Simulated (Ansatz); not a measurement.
# Single-point calculation of SiC

The run: single-point calculation of SiC (F-43m, 2 atoms in the cell). Method and program: DFT, r2SCAN, plane waves, PAW, no spin polarisation (Ansatz 0.2.0).

The structure derives from an entry of the Crystallography Open Database. The geometry comes from this level: r2SCAN. Figures and captions count atoms from 1; the log counts them from 0 in places.

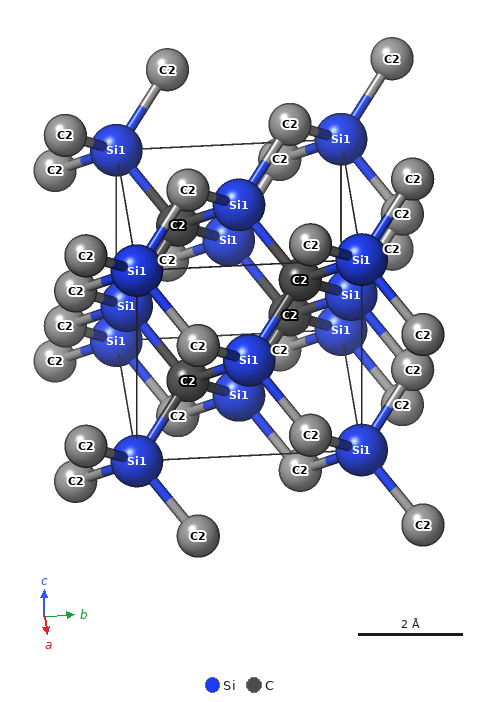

The input geometry (ball-and-stick view of the cell 4 times as large as that of the calculation, set on its symmetry axes, seen at an oblique angle; neighbours outside the cell are drawn fainter; atoms are numbered from 1 in the order of the input). Near neighbours in the crystal (not all of them lie inside the picture): Si has 4 C at 1.89 Å; C has 4 Si at 1.89 Å.

Results in brief

- outcome: converged
- space group (tolerance 0.01 Å): F-43m (216)
- electrons treated: 8
- free energy: −891.3339 eV
- Fermi energy: 9.378 eV
- gap on the k-point mesh: 1.71 eV
- pressure: 0.04 GPa
- largest force (length of the vector): under 0.001 eV/Å
- hardware: 1 thread of Arm Neoverse V2, 24 GiB of memory available, shared host
- wall time: 2.6 s
- peak memory: 0.32 GiB

Input file
```yaml
crystal:
  lattice:
    - [0.0, 2.1780503294, 2.1780503294]
    - [2.1780503294, 0.0, 2.1780503294]
    - [2.1780503294, 2.1780503294, 0.0]
  atoms:
    - { symbol: Si, position: [0.0, 0.0, 0.0] }
    - { symbol: C, position: [0.25, 0.25, 0.25] }
kpoints:
  mp_grid: { grid: [10, 10, 10] }
  band_path:
    path:
      - [0.0, 0.0, 0.0]
      - [-0.5, -0.5, 0.0]
      - [-0.375, -0.375, 0.25]
      - [-0.375, 0.0, 0.375]
      - [0.0, 0.0, 0.5]
      - [-0.5, -0.25, 0.25]
    npoints: 1
hamiltonian:
  xc: r2scan
scf:
  occupations: { method: fixed }
  n_extra_bands: 4
output:
  forces: true
  stress: true
  eigenvalues: true
  write_density: true
  write_potential: true
  elf: true
  volumetric_format: npy
```

Launched with:
```bash
ansatz run input.yaml --threads 1 --pin off --max-ram 2304MiB --backend cpu --events-out ev --progress --plain --runs-dir out
```

What the program printed
```
scf.n_extra_bands = 4 over 4 filled bands (N_el = 8.0): the run solves 8 bands
Engine: ansatz 0.2.0, aarch64-unknown-linux-gnu
Pseudopotentials: kind: paw
Pseudopotential: Si, paw, valence charge 4, recommended cutoff 500 eV (meta_gga), Si.paw.azcp
Pseudopotential: C, paw, valence charge 4, recommended cutoff 500 eV (meta_gga), C.paw.azcp
Functional definition: r2SCAN
  parameter k0 = 0.174
  parameter k1 = 0.065
  parameter a1 = 4.9479
  exchange = r2scan_x(k0 = k0, k1 = k1, a1 = a1)
  correlation = r2scan_c
Crystal: 2 atoms, lattice volume = 20.665 Å³
Basis set: ecut = 500 eV, 531 PW (Γ), exchange–correlation on 96×96×96 points (64 copies of the dense FFT grid, shifted against one another)
Bands: 8, of which v1, the nominal top of the filled ones, is band 4 counted from 1 (3 counted from 0)
Symmetry: 24 space group operations
Space group: F-43m (ITA 216), of the structure as read, at distance tolerance 2.7e-5 Å
k-points: 47 of 1000 (time reversal used)
Non-local potential: Si, projectors of the file, l = 0: 2, l = 1: 2, l = 2: 2
Non-local potential: C, projectors of the file, l = 0: 2, l = 1: 2, l = 2: 1
PAW form: soft (Blöchl's): semilocal exchange-correlation on the pseudo side does not see the compensation charge
PAW frozen core: Si, regenerated for the run's functional (the file was generated under x = pbe(κ = 0.804, μ = 0.2195149727645171), c = pbe(β = 0.06672455060314922))
PAW frozen core: C, regenerated for the run's functional (the file was generated under x = pbe(κ = 0.804, μ = 0.2195149727645171), c = pbe(β = 0.06672455060314922))
PAW one-centre angular grid: Si, 302 points (default); XC on 160 Gauss nodes
PAW one-centre angular grid: C, 302 points (default); XC on 239 of its mesh's 2573 points in the sphere
Initial density: superposition of atomic densities (neutral atoms: chi_scale 0, normalization atom), corrected by the library's trained network
Initial wavefunctions: pseudopotential atomic-orbital guess
Functional: x = r2scan, c = r2scan; τ floored in thin density (d = 2e-4 eV/Å³)
SCF iter   1: F=—  HF=-891.289569 eV  |F-HF|=—  |Δ(HF+E_count)|=         —  Δρ=5.87e-3  dr2=4.79e-3  dr2_τ=1.95e-1  ethr=1.77e-3  ⟨swp⟩=5.0  Hψ=2672  notcnv=0  defer=80
preconditioner: auto → none  [insulator: Δε(μ)=1.660 eV  Ē_g=15.011 eV  n_scr=0 (ndim 8)  ℏωp=23.1 eV  f_vac=0.000  ε∞_Penn≈3.4]
SCF iter   2: F=—  HF=-891.333925 eV  |F-HF|=—  |Δ(HF+E_count)|=   4.44e-2  Δρ=3.99e-3  dr2=1.78e-3  dr2_τ=3.48e-5  ethr=5.99e-5  ⟨swp⟩=2.1  Hψ=1045  notcnv=0  defer=86
SCF iter   3: F=—  HF=-891.333885 eV  |F-HF|=—  |Δ(HF+E_count)|=   4.02e-5  Δρ=1.06e-3  dr2=1.90e-4  dr2_τ=5.33e-6  ethr=2.22e-5  ⟨swp⟩=2.6  Hψ=647  notcnv=0  defer=87
SCF iter   4: F=—  HF=-891.333911 eV  |F-HF|=—  |Δ(HF+E_count)|=   2.60e-5  Δρ=1.06e-4  dr2=1.82e-6  dr2_τ=4.50e-7  ethr=2.38e-6  ⟨swp⟩=2.4  Hψ=645  notcnv=0  defer=87
SCF iter   5: F=—  HF=-891.333911 eV  |F-HF|=—  |Δ(HF+E_count)|=   5.13e-7  Δρ=5.60e-5  dr2=5.58e-7  dr2_τ=2.46e-8  ethr=2.27e-8  ⟨swp⟩=2.0  Hψ=549  notcnv=0
SCF iter   6: F=—  HF=-891.333911 eV  |F-HF|=—  |Δ(HF+E_count)|=   5.07e-8  Δρ=2.56e-5  dr2=1.14e-7  dr2_τ=8.03e-10  ethr=6.97e-9  ⟨swp⟩=2.0  Hψ=526  notcnv=0
SCF iter   7: F=-891.333911 eV  HF=-891.333911 eV  |F-HF|=1.05e-9  |Δ(HF+E_count)|=   3.72e-9  Δρ=5.40e-6  dr2=5.16e-9  dr2_τ=3.82e-11  ethr=1.25e-9  ⟨swp⟩=9.2  Hψ=2435  notcnv=0
SCF 1 converged in 7 iterations: F = -891.333911 eV  dr2 = 5.16e-9
  greatest PAW one-centre occupation: 0.659 electrons in one spin orbital (limit 2), on the C atom at site 1 (counted from 0), in its partial waves of l = 0
NSCF: frozen V_eff on 6 k-points
SCF converged after 7 iterations
Free energy (F): -891.333911 eV
Harris-Foulkes:  -891.333911 eV  (|F-HF|=1.05e-9)
Internal energy: -891.333911 eV  (E = F + TS)
E sigma→0 (E₀):  -891.333911 eV
Fermi energy:    9.377713 eV
--- Per-component energies (eV) ---
  E_band       = 25.572430
  E_kinetic    = 136.045621
  E_local      = -103.546446  (includes V_loc(G=0)·N_el)
  E_nonlocal   = 50.373010
  E_hartree    = 32.458020
  E_xc         = -101.360892
  E_vxc        = -118.641211  (∫ρ·V_xc dr)
  E_paw        = -620.294074  (= ΣΔE_a)
  E_vpaw       = -9.143971  (= ΣTr[D̂ρ^β])
  E_aug_tail   = 0.000008  (compensation charges beyond the density's cutoff)
  E_vtau       = 5.568889  (kinetic-family band-sum trace: ∫τ·v_τ [+ j·A + Jᵃ·Aᵃ] dr)
  E_ewald      = -284.907951
  E_core_change = -0.101207  (= ΣΔE_core)
  E_smearing   = -0.000000  (= −TS)
  E_closure    = -0.000000  (closes the sum)
  Σ components = -891.333911   (vs F -891.333911, Δ=0.00e0)
--- Forces (eV/Å), atoms counted from 1 ---
  atom   1  Si     0.00000000    -0.00000000     0.00000000
  atom   2  C     -0.00000000     0.00000000     0.00000000
  max |Σ_I F_I| component: 2.59e-16 eV/Å
--- Stress (GPa, compression-positive) ---
        0.036563      -0.000000      -0.000000
        0.000000       0.036563       0.000000
        0.000000       0.000000       0.036563
  P = ⅓ Tr σ = 0.0366 GPa (0.366 kbar)
--- Band table (eV; the first three rows and the last of 47) ---
  k-point 0: bands = ["-6.8130", "9.3777", "9.3777", "9.3777", "16.1956", "17.2378", "17.2378", "17.2378"]
  k-point 1: bands = ["-6.6104", "8.3278", "9.2381", "9.2381", "16.4567", "17.4957", "17.4957", "17.5745"]
  k-point 2: bands = ["-6.0125", "6.1171", "8.9167", "8.9167", "16.1533", "17.8724", "17.8724", "18.9142"]
  k-point 46: bands = ["-1.5226", "2.0164", "4.3980", "4.6763", "14.5408", "18.0867", "20.1348", "21.4121"]
```

File rho_z.tsv
```
# z_ang	rho[e/angstrom^3]
# format = ansatz-planar-average/11
# lattice	0.000000000	2.178050329	2.178050329
# lattice	2.178050329	0.000000000	2.178050329
# lattice	2.178050329	2.178050329	0.000000000
# sites	2
# site	14	0.000000000	0.000000000	0.000000000
# site	6	1.089025165	1.089025165	1.089025165
0.000000	4.128676e-1
0.128343	4.808037e-1
0.256686	5.449979e-1
0.385029	5.958279e-1
0.513371	6.249616e-1
0.641714	6.285291e-1
0.770057	6.087623e-1
0.898400	5.719555e-1
1.026743	5.244673e-1
1.155086	4.708214e-1
1.283428	4.148239e-1
1.411771	3.607977e-1
1.540114	3.129794e-1
1.668457	2.742590e-1
1.796800	2.456979e-1
1.925143	2.267239e-1
2.053486	2.157037e-1
2.181828	2.108511e-1
2.310171	2.112267e-1
2.438514	2.175123e-1
2.566857	2.320493e-1
2.695200	2.578342e-1
2.823543	2.970162e-1
2.951885	3.496380e-1
```

File v_z.tsv
```
# z_ang	v_es[eV]	v_tot[eV]
# format = ansatz-planar-average/11
# xc	r2scan
# density_cutoff_ev	2000
# datasets	Si=:simpson_from_first_knot:soft:shift=0	C=:simpson_from_first_knot:soft:shift=0
# lattice	0.000000000	2.178050329	2.178050329
# lattice	2.178050329	0.000000000	2.178050329
# lattice	2.178050329	2.178050329	0.000000000
# sites	2
# site	14	0.000000000	0.000000000	0.000000000
# site	6	1.089025165	1.089025165	1.089025165
0.000000	-4.337967e0	-1.796338e1
0.128343	-5.120635e0	-1.931333e1
0.256686	-5.714024e0	-2.026798e1
0.385029	-5.935863e0	-2.054886e1
0.513371	-5.637808e0	-2.008768e1
0.641714	-4.705160e0	-1.889743e1
0.770057	-3.085198e0	-1.693736e1
0.898400	-9.067615e-1	-1.435056e1
1.026743	1.532144e0	-1.145977e1
1.155086	3.994432e0	-8.485343e0
1.283428	6.353897e0	-5.528645e0
1.411771	8.373747e0	-2.828741e0
1.540114	9.764484e0	-7.915822e-1
1.668457	1.040243e1	3.453615e-1
1.796800	1.041348e1	7.012222e-1
1.925143	9.943048e0	4.149095e-1
2.053486	9.008650e0	-4.128213e-1
2.181828	7.532565e0	-1.790901e0
2.310171	5.573945e0	-3.849732e0
2.438514	3.388147e0	-6.486170e0
2.566857	1.243181e0	-9.339314e0
2.695200	-6.691854e-1	-1.207313e1
2.823543	-2.240377e0	-1.445891e1
2.951885	-3.428389e0	-1.638778e1
```

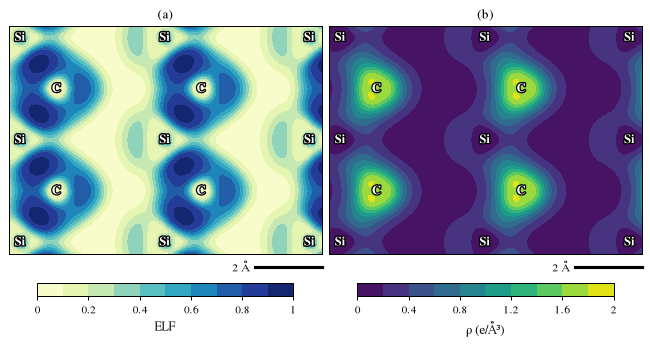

(a) ELF; (b) valence electron density on the (011) plane of the conventional cell. Atoms in the plane: Si and C. Away from the nuclei the density in this plane falls to 0.05 e/Å³ at its lowest. The fields are those of the smooth PAW valence density.

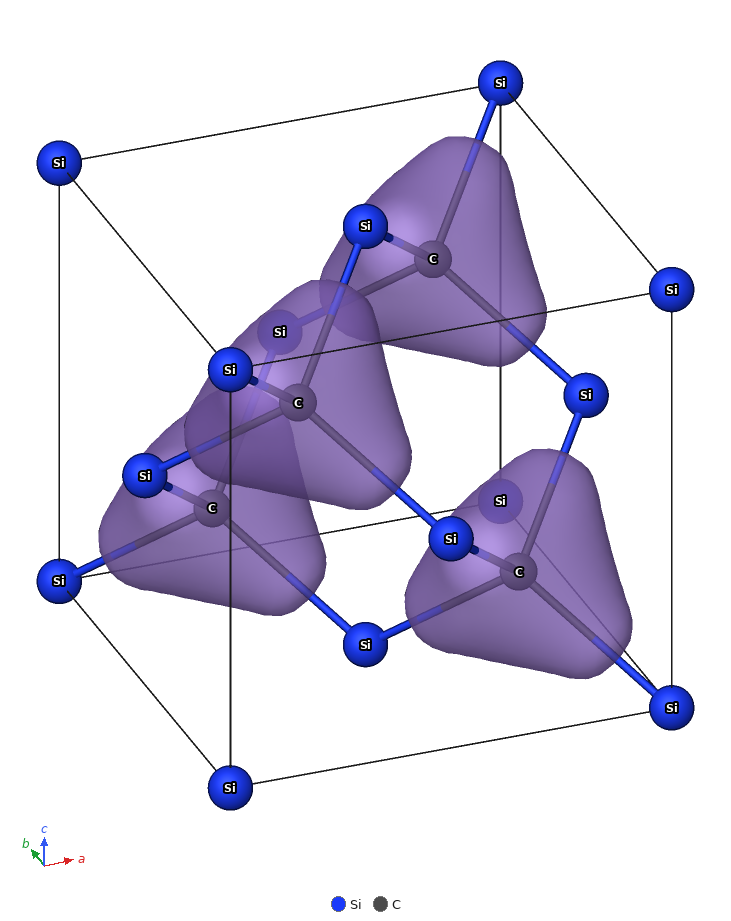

Isosurface of the valence charge density (pseudo) at 0.6 e/Å³ (purple), seen at an oblique angle. Sticks mark near contacts. The outline is the cell set on symmetry axes. At this value the density breaks into separate islands; it holds about 45 % of the electrons treated as valence. On the grid the lowest density along these lines, outside the cores, is 0.71 e/Å³ (Si–C, 1.89 Å).

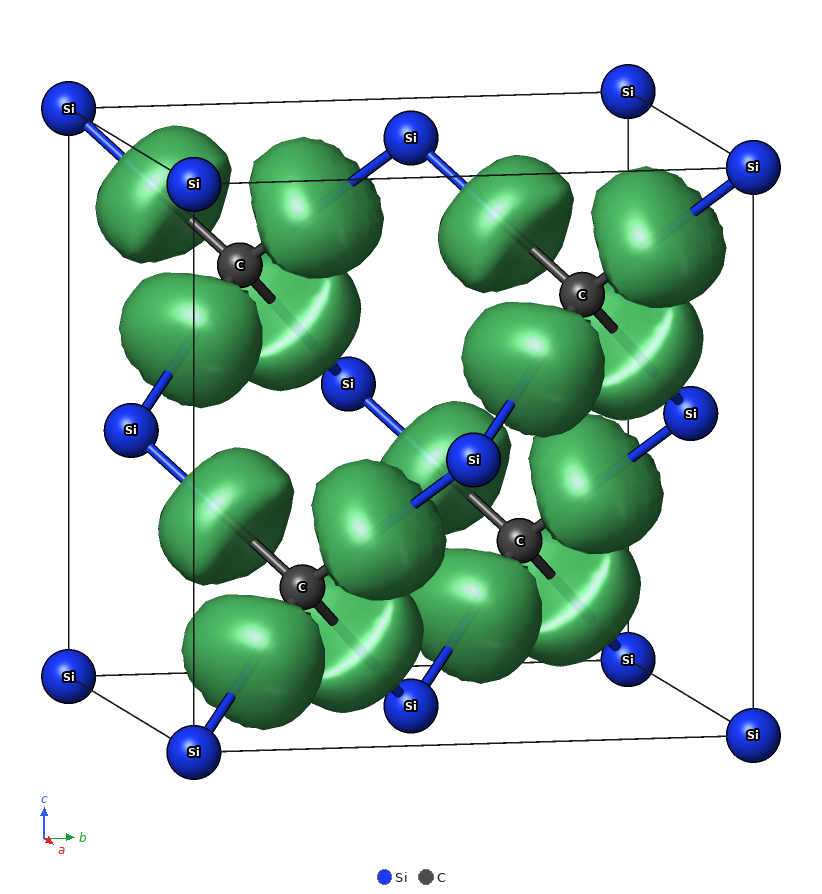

Isosurface of the electron localisation function at 0.8 (green), seen slightly off an axis. Core shells and regions of very low density are left out. Sticks mark near contacts. The outline is the cell set on symmetry axes. Profiles from the grid: Si–C (1.89 Å): the ELF peaks at about 0.95 between the atoms, which marks localised, shared-pair bonding.
